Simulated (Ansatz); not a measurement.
**Single-point calculation of C (part 3 of 3)**

Continued. System: C (slab, 7 atoms in the cell). Method: DFT, PBE, dispersion d3bj, plane waves, PAW, spin-polarised (Ansatz 0.2.0); cutoff 420 eV, 12×12×1 k-mesh, Gaussian smearing of 0.05 eV, collinear spins. The structure derives from an entry of the Crystallography Open Database. Some settings of this run were made unusual or wrong on purpose.

Geometry of the input (Å; fractional positions):
```
2.4650  0.0000  0.0000
-1.2325  2.1348  0.0000
0.0000  0.0000  25.6987
C  0.6667  0.3333  0.3308
C  0.3333  0.6667  0.3308
C  0.3333  0.6667  0.4615
C  0.0000  0.0000  0.4615
C  0.0000  0.0000  0.5929
C  0.6667  0.3333  0.5930
C  0.3333  0.6667  0.7249
```

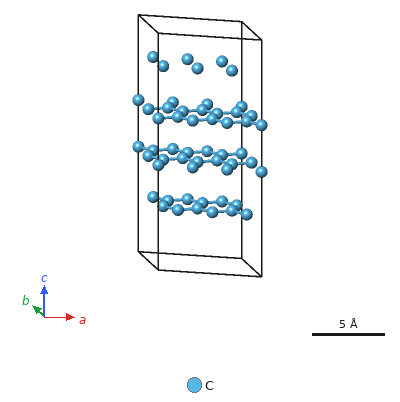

**Figure 1.** The structure as given in the input (ball-and-stick view of the 3 × 2 repeat of the cell, with the vacuum cut short, seen slightly off an axis). An atom can appear more than once, as a periodic image.

**Output, continued**
```
SCF iter  30: F=—  HF=-1751.816033 eV  |F-HF|=—  |Δ(HF+E_count)|=   3.14e-7  Δρ=1.32e-6 (↑9.32e-7 ↓1.32e-6)  dr2=2.67e-8  dr2_m=1.03e-9  M=0.025 μB ∫|m|=0.025 μB  β_m=1.20  ethr=3.57e-10  p=-0.058 e·Å  D=-7.70e-2 V/Å  ΔV_dip=1.98 eV  dr2_dipole=1.96e-8  V_vac-E_F(+/−)=6.28/4.30 eV  ⟨swp⟩=28.1  Hψ=11649  notcnv=0  κ⁻¹=7.2e-5(r=8)
SCF iter  31: F=—  HF=-1751.816033 eV  |F-HF|=—  |Δ(HF+E_count)|=   3.00e-8  Δρ=3.01e-6 (↑3.01e-6 ↓1.88e-6)  dr2=2.54e-8  dr2_m=1.39e-9  M=0.026 μB ∫|m|=0.026 μB  β_m=1.20  ethr=9.53e-11  p=-0.058 e·Å  D=-7.70e-2 V/Å  ΔV_dip=1.98 eV  dr2_dipole=1.13e-8  V_vac-E_F(+/−)=6.28/4.30 eV  ⟨swp⟩=5.9  Hψ=3013  notcnv=0  κ⁻¹=1.8e-5(r=8)
SCF iter  32: F=—  HF=-1751.816033 eV  |F-HF|=—  |Δ(HF+E_count)|=   3.31e-8  Δρ=2.01e-6 (↑2.01e-6 ↓6.59e-7)  dr2=1.51e-8  dr2_m=6.25e-10  M=0.026 μB ∫|m|=0.026 μB  β_m=1.20  ethr=9.08e-11  p=-0.058 e·Å  D=-7.70e-2 V/Å  ΔV_dip=1.98 eV  dr2_dipole=7.59e-9  V_vac-E_F(+/−)=6.28/4.30 eV  ⟨swp⟩=6.1  Hψ=3161  notcnv=0  κ⁻¹=5.5e-6(r=8)
SCF iter  33: F=—  HF=-1751.816033 eV  |F-HF|=—  |Δ(HF+E_count)|=   6.66e-9  Δρ=1.38e-6 (↑1.38e-6 ↓6.82e-7)  dr2=5.98e-9  dr2_m=2.51e-10  M=0.026 μB ∫|m|=0.026 μB  β_m=1.20  ethr=5.39e-11  p=-0.058 e·Å  D=-7.70e-2 V/Å  ΔV_dip=1.98 eV  dr2_dipole=2.67e-9  V_vac-E_F(+/−)=6.28/4.30 eV  ⟨swp⟩=6.3  Hψ=3072  notcnv=0  κ⁻¹=3.7e-6(r=8)
SCF iter  34: F=-1751.816033 eV  HF=-1751.816033 eV  |F-HF|=1.26e-10  |Δ(HF+E_count)|=   1.03e-9  Δρ=9.11e-8 (↑9.11e-8 ↓5.37e-8)  dr2=3.39e-11  dr2_m=1.72e-12  M=0.026 μB ∫|m|=0.026 μB  ethr=2.13e-11  p=-0.058 e·Å  D=-7.70e-2 V/Å  ΔV_dip=1.98 eV  dr2_dipole=1.11e-11  V_vac-E_F(+/−)=6.28/4.30 eV  ⟨swp⟩=4.2  Hψ=2365  notcnv=0
SCF 1 converged in 34 iterations: F = -1751.816033 eV  dr2 = 3.39e-11
  greatest PAW one-centre occupation: 0.769 electrons in one spin orbital (limit 2), on the C atom at site 6 (counted from 0), in its partial waves of l = 0
```

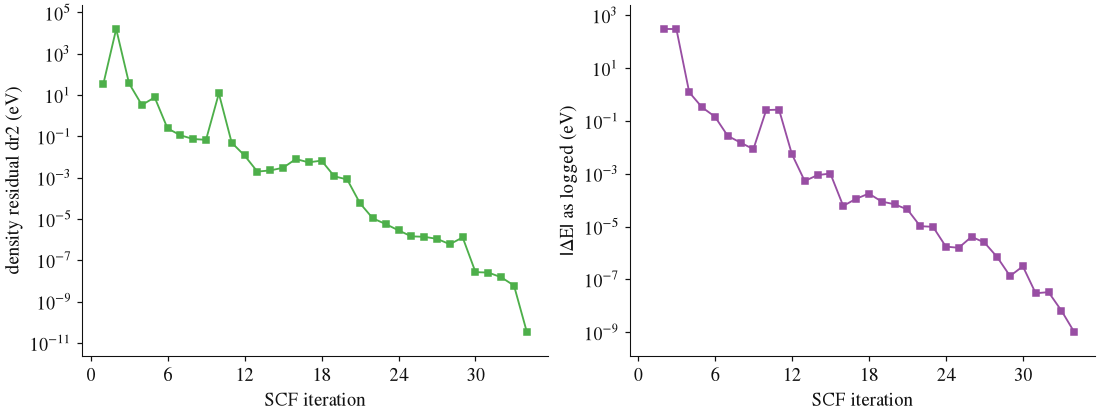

**Figure 2.** Convergence of the self-consistent field: density residual dr2 and size of the energy change against the SCF iteration. The residual falls unevenly and jumps up by a factor of two or more 5 times on the way down.

```
this state was not tested for a lower state beside it, because the mixer in use, unlike msr1, does not test its closes by its own steps (another_mixer; see scf.mixing.algorithm and scf.lower_state_search)
SCF converged after 34 iterations
Magnetization: 0.0262 μB (14.0131 up, 13.9869 down)
Absolute magnetization: 0.0262 μB (∫|ρ↑−ρ↓|, with the PAW one-centre terms)
Spin contamination: 0.0001 ħ² per cell (⟨S²⟩ above its minimum at these occupations)
Per-site moments (μB) at R_I (Å): [(-2.2807500622499043e-7, 0.5870691369919444), (2.0190428706311374e-7, 0.5870691369919444), (-2.10037041893431e-6, 0.5870688356275555), (9.029226356830384e-6, 0.5870688356275555), (5.1662561560634014e-5, 0.5870688934141687), (4.112877745231991e-5, 0.5870688934141687), (0.019429212341059328, 1.0168329221799088)]
Free energy (F): -1751.816033 eV
Harris-Foulkes:  -1751.816033 eV  (|F-HF|=1.26e-10)
Internal energy: -1751.813484 eV  (E = F + TS)
E sigma→0 (E₀):  -1751.814758 eV
Entropy (-TS):   -0.002549 eV (-0.364 meV/atom)
Fermi energy:    0.213703 eV
Dipole field:    D = -0.076980 V/Å  (p = -0.057532 e·Å, saw-weighted, corrected)
Work function:   Φ+ = 6.2771 eV   Φ− = 4.2988 eV
Levels:          The Fermi level and band energies are counted from a zero that moves with the ramp; work functions are not
--- Per-component energies (eV) ---
  E_band       = -228.189184
  E_kinetic    = 614.381636
  E_local      = -17300.977646  (includes V_loc(G=0)·N_el)
  E_nonlocal   = 192.515088
  E_hartree    = 8360.193762
  E_xc         = -330.440326
  E_vxc        = -408.522744  (∫ρ·V_xc dr)
  E_paw        = -692.860515  (= ΣΔE_a)
  E_vpaw       = -44.399242  (= ΣTr[D̂ρ^β])
  E_aug_tail   = 0.000045  (compensation charges beyond the density's cutoff)
  E_efield     = 0.002214  (sawtooth field / dipole correction)
  E_vefield    = -1.573553  (∫n·V_field dr)
  E_ewald      = 7406.334832
  E_disp       = -0.962574  (pairwise vdW)
  E_smearing   = -0.002549  (= −TS)
  E_closure    = -0.000000  (closes the sum)
  Σ components = -1751.816033   (vs F -1751.816033, Δ=0.00e0)
--- Forces (eV/Å), atoms counted from 1 ---
  atom   1  C     -0.00000000    -0.00000000     0.01020040
  atom   2  C      0.00000000     0.00000000    -0.01412121
  atom   3  C     -0.00000000    -0.00000000    -0.01039696
  atom   4  C      0.00000000     0.00000000     0.01359936
  atom   5  C     -0.00000000    -0.00000000     0.00641056
  atom   6  C      0.00000000     0.00000000    -0.00652772
  atom   7  C     -0.00000000     0.00000000     0.00082406
  max |Σ_I F_I| component: 1.15e-5 eV/Å
--- Band table (eV; the first three rows and the last of 38) ---
  k-point 0 ↑: bands = ["-19.3091", "-19.1093", "-18.8606", "-11.3720", "-7.8734", "-7.1732", "-6.4594", "-2.7916", "-2.7916", "-2.6266", "-2.6266", "-2.4049", "-2.4049", "-1.7102", "3.8328", "5.2751", "5.4777", "5.4777", "5.6988", "6.2603", "7.0849", "8.2806", "8.5873", "8.5873", "8.7081"]
  k-point 1 ↑: bands = ["-19.1445", "-18.9454", "-18.6971", "-11.1969", "-7.6736", "-6.9773", "-6.2682", "-3.4440", "-3.2789", "-3.1310", "-3.0560", "-2.9659", "-2.7437", "-1.5503", "4.0542", "4.9750", "5.3321", "5.4905", "5.9144", "6.4724", "7.2965", "8.4498", "8.6562", "8.8130", "8.9428"]
  k-point 2 ↑: bands = ["-18.6526", "-18.4555", "-18.2082", "-10.6765", "-7.0791", "-6.3949", "-5.7007", "-5.0851", "-4.9192", "-4.6937", "-3.9261", "-3.7608", "-3.5376", "-1.0862", "3.6238", "4.7177", "4.9545", "6.1321", "6.5604", "7.1072", "7.9173", "8.5848", "8.7351", "8.9286", "9.1530"]
  k-point 18 ↓: bands = ["-12.3665", "-12.3550", "-12.2009", "-12.1813", "-11.9614", "-11.9523", "-10.3212", "-10.1590", "-9.9287", "-5.7258", "-1.1437", "-1.1434", "-0.0176", "0.1825", "0.2380", "0.6615", "0.6648", "0.8888", "2.0260", "10.8525", "10.9408", "11.3564", "13.0341", "13.0629", "13.1219"]
```
